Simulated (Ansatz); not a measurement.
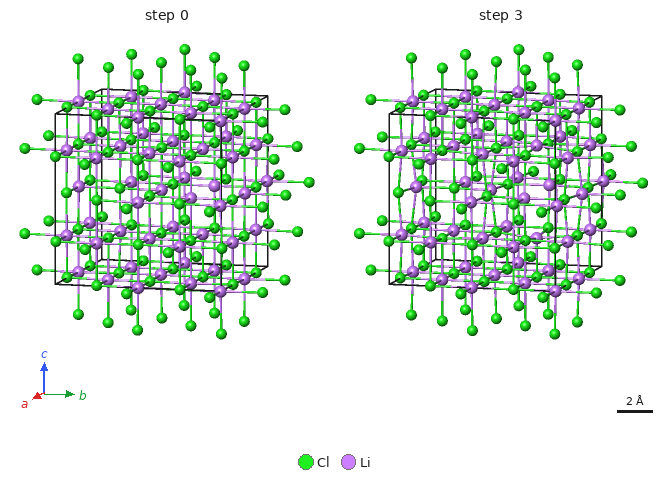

The structure of a defect cell of composition Cl31Li31 before (left) and after (right) a relaxation, at one scale.

The picture is a ball-and-stick view of the cell of the calculation (origin shifted), seen slightly off an axis.

Computed with DFT, PBEsol, PAW, plane waves (Ansatz). Set-up: plane-wave cutoff 420 eV; k-point mesh 1 × 1 × 1; mesh shifted by (0.25, 0.25, 0.25); no spin polarisation; atoms relaxed in a fixed cell; force threshold 0.03 eV/Å; at most 80 steps.

Q: Describe what moved and what it gained.

A: The atom that moves furthest is a Li atom (0.28 Å roughly along −b). Largest moves by element: Li 0.28 Å, Cl 0.20 Å. The cell stays as it was. Near-neighbour distances that change, for instance: Cl–Li 2.590 → 2.306 Å, Cl–Li 2.559 → 2.282 Å, Cl–Li 2.489 → 2.723 Å, Cl–Li 2.538 → 2.312 Å. Bond angles that change, for instance: Li–Cl–Li 90.0° → 107.4°, Cl–Li–Cl 178.8° → 161.9°, Li–Cl–Li 88.6° → 105.1°. The energy falls by 1.238 eV per cell of the calculation in 3 geometry steps. Largest force component: 0.98 eV/Å at the start, 0.0067 eV/Å at the end. Cost: 27 s on 7 threads of Arm Neoverse-V2, peak memory 1.7 GiB.
